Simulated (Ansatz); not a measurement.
Input file:

```
crystal:
  lattice:
    - [-5.0654257622, 5.0654257622, 5.0654257622]
    - [5.0654257622, -5.0654257622, 5.0654257622]
    - [5.0654257622, 5.0654257622, -5.0654257622]
  atoms:
    - { symbol: Si, position: [0.125, 0.75, 0.875] }
    - { symbol: Si, position: [0.75, 0.375, 0.625] }
    - { symbol: Si, position: [0.625, 0.375, 0.25] }
    - { symbol: Si, position: [0.75, 0.875, 0.125] }
    - { symbol: Si, position: [0.125, 0.875, 0.25] }
    - { symbol: Si, position: [0.25, 0.125, 0.875] }
    - { symbol: Si, position: [0.875, 0.125, 0.75] }
    - { symbol: Si, position: [0.375, 0.625, 0.75] }
    - { symbol: Si, position: [0.375, 0.25, 0.625] }
    - { symbol: Si, position: [0.875, 0.25, 0.125] }
    - { symbol: Si, position: [0.25, 0.625, 0.375] }
    - { symbol: Si, position: [0.625, 0.75, 0.375] }
    - { symbol: O, position: [0.31454686, 0.40727343, 0.65727343] }
    - { symbol: O, position: [0.34272657, 0.68545314, 0.59272657] }
    - { symbol: O, position: [0.25, 0.65727343, 0.84272657] }
    - { symbol: O, position: [0.40727343, 0.25, 0.09272657] }
    - { symbol: O, position: [0.15727343, 0.90727343, 0.81454686] }
    - { symbol: O, position: [0.25, 0.09272657, 0.40727343] }
    - { symbol: O, position: [0.59272657, 0.34272657, 0.68545314] }
    - { symbol: O, position: [0.15727343, 0.75, 0.34272657] }
    - { symbol: O, position: [0.90727343, 0.81454686, 0.15727343] }
    - { symbol: O, position: [0.40727343, 0.65727343, 0.31454686] }
    - { symbol: O, position: [0.75, 0.34272657, 0.15727343] }
    - { symbol: O, position: [0.59272657, 0.75, 0.90727343] }
    - { symbol: O, position: [0.65727343, 0.84272657, 0.25] }
    - { symbol: O, position: [0.34272657, 0.15727343, 0.75] }
    - { symbol: O, position: [0.90727343, 0.59272657, 0.75] }
    - { symbol: O, position: [0.65727343, 0.31454686, 0.40727343] }
    - { symbol: O, position: [0.09272657, 0.40727343, 0.25] }
    - { symbol: O, position: [0.09272657, 0.18545314, 0.84272657] }
    - { symbol: O, position: [0.75, 0.90727343, 0.59272657] }
    - { symbol: O, position: [0.84272657, 0.25, 0.65727343] }
    - { symbol: O, position: [0.18545314, 0.84272657, 0.09272657] }
    - { symbol: O, position: [0.81454686, 0.15727343, 0.90727343] }
    - { symbol: O, position: [0.84272657, 0.09272657, 0.18545314] }
    - { symbol: O, position: [0.68545314, 0.59272657, 0.34272657] }
kpoints:
  mp_grid: { grid: [4, 4, 4] }
scf:
  occupations: { method: fermi_dirac, width: 0.02 }
hamiltonian:
  xc: pbe
  pseudopotentials: { kind: paw }
output:
  forces: true
  stress: true
  populations: true
  efg: { quadrupole_moments_barn: { O: -0.02558 }, contact_densities: true }
  write_density: true
  write_potential: true
  elf: true
  volumetric_format: npy
```

Run with:

```sh
ansatz run input.yaml --threads 1 --pin off --max-ram 2560MiB --backend cpu --events-out ev --progress --plain --runs-dir out
```

Below, planes, directions and counts refer to the conventional cell (a = 10.13 Å, b = 10.13 Å, c = 10.13 Å, α = 90.00°, β = 90.00°, γ = 90.00°).

Space group Ia-3d; a structure from a database of computed crystals, not necessarily the ambient phase; computed pressure about 5 GPa in this cell.

Computed with Ansatz, DFT, PBE, plane-wave PAW, default files, scalar-relativistic.

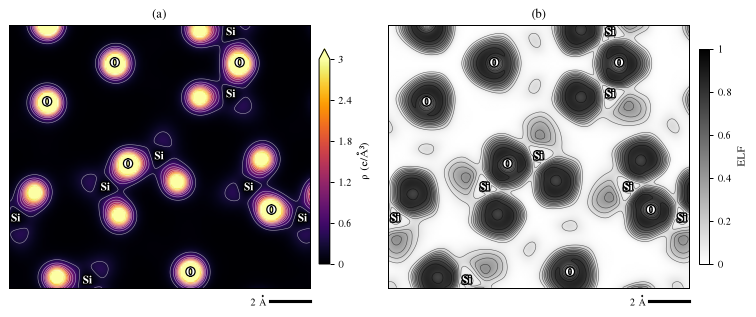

SiO2. (a) valence charge density (pseudo); (b) electron localisation function on the (111) plane of the conventional cell.

Core electrons are frozen (PAW), and the valence fields are smoothed inside the atomic spheres.

Question: What do the fields say about this system?

Answer: The section cuts through Si and O sites. Atoms just off the plane (O, 0.4 Å away) can leave unmarked features too. Si–O (1.61 Å): ρ at the midpoint is about 1.3 e/Å³; the ELF peaks at about 0.85 between the atoms; a polar covalent bond. Between the atoms the lowest density in this plane is 0.003 e/Å³. The ELF also peaks beside O, away from the bonds: lone-pair regions.

Question: Metal or insulator at this level of theory?

Answer: It is gapped, with a Kohn–Sham gap of 5.8 eV on the k-point mesh (the band edges may lie off the mesh, which would make the gap smaller).
